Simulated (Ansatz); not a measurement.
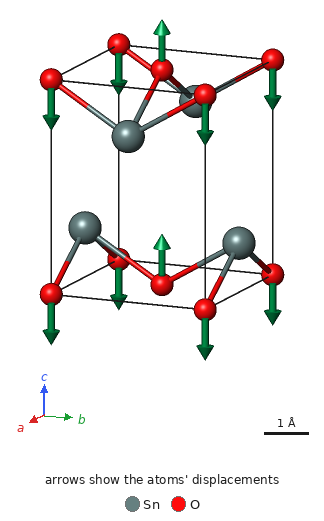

One vibrational mode of solid SnO at the zone centre. Displacements are drawn as green arrows; their common scale and sign are arbitrary. A ball-and-stick model of the cell of the calculation, seen slightly off an axis.

These are results of DFT PBE, scalar-relativistic, plane waves, PAW (Ansatz 0.2.0), not measurements. (plane-wave cutoff 420 eV; k-point mesh 10 × 10 × 8; occupations fixed; no spin polarisation)

Frequencies are those without the non-analytic (LO–TO) term.

> What mode is this, and where does it lie in the spectrum?

This is the B₁g mode at 326 cm⁻¹, optical level 4 of 6, counted from below, Raman-active by symmetry. The Sn atoms stay at rest; all motion is along c; atoms of one kind move against one another, with no net shift of their sublattice.

Limits of the set-up: layers or molecules are held without a dispersion correction, so their spacing is unreliable.
